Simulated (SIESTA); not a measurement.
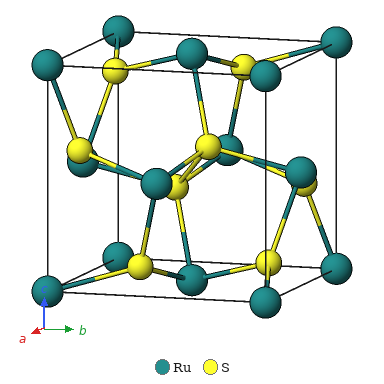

System: RuS₂, space group Pa-3 (No. 205). The picture shows the conventional cell.

Structure:
```cif
data_structure
_symmetry_space_group_name_H-M 'P 1'
_symmetry_Int_Tables_number 1
_cell_length_a 5.6106
_cell_length_b 5.6106
_cell_length_c 5.6106
_cell_angle_alpha 90.000
_cell_angle_beta 90.000
_cell_angle_gamma 90.000
_cell_volume 176.62
loop_
_atom_site_label
_atom_site_type_symbol
_atom_site_fract_x
_atom_site_fract_y
_atom_site_fract_z
_atom_site_occupancy
Ru1 Ru 0.00000 0.50000 0.50000 1
Ru2 Ru 0.50000 0.50000 0.00000 1
Ru3 Ru 0.50000 0.00000 0.50000 1
Ru4 Ru 0.00000 0.00000 0.00000 1
S1 S 0.38831 0.11169 0.88831 1
S2 S 0.11169 0.88831 0.38831 1
S3 S 0.88831 0.38831 0.11169 1
S4 S 0.61169 0.61169 0.61169 1
S5 S 0.61169 0.88831 0.11169 1
S6 S 0.88831 0.11169 0.61169 1
S7 S 0.11169 0.61169 0.88831 1
S8 S 0.38831 0.38831 0.38831 1
```

Method: DFT in numerical atomic orbitals with pseudopotentials, no spin polarisation; energies at scaled volumes of the given cell, shape and fractions fixed, counted from the fit's minimum, third-order Birch-Murnaghan fit (SIESTA 5.4.2). Level: PBE.

| setting | value |
| --- | --- |
| k mesh | 5×5×5 |
| occupations | Fermi–Dirac |
| smearing width | 0.05 eV |
| potentials | PseudoDojo 0.4 standard, converted to PSML, two zetas on semicore shells |
| program settings | basis DZP, mesh cutoff 800 Ry |

What does the calculation give for the energy and pressure against volume? The volume takes the values 13.83, 14.13, 14.42, 14.72, 15.01, 15.31, 15.60 Å³/atom.

A third-order Birch–Murnaghan fit gives V0 = 15.24 Å³/atom, B0 = 168 GPa and B′ = 4.9. The energy is 82.99 meV/atom at volume 13.83 Å³/atom and 4.20 meV/atom at 15.60 Å³/atom; the lowest computed point is at volume 15.31 Å³/atom (0.12 meV/atom). The pressure falls from 20.80 GPa at volume 13.83 Å³/atom to −3.68 GPa at 15.60 Å³/atom, and changes sign near 15.25 Å³/atom.

```
volume (Å³/atom)  energy (meV/atom)  pressure (GPa)
           13.83              82.99           20.80
           14.13              49.79           15.43
           14.42              25.92           10.67
           14.72              10.26            6.47
           15.01               1.91            2.71
           15.31               0.12           -0.68
           15.60               4.20           -3.68
```

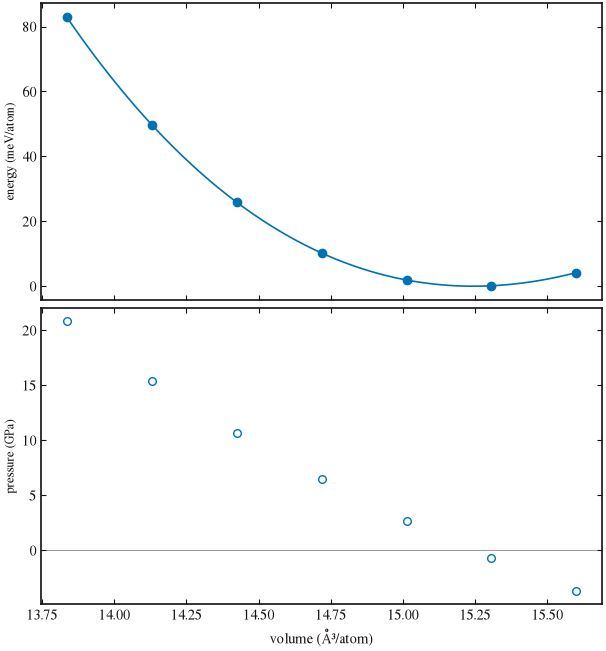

Keep in mind: mulliken charges of long orbitals; shape and atomic fractions are frozen while scaling, which makes layered, chain and framework solids too stiff.
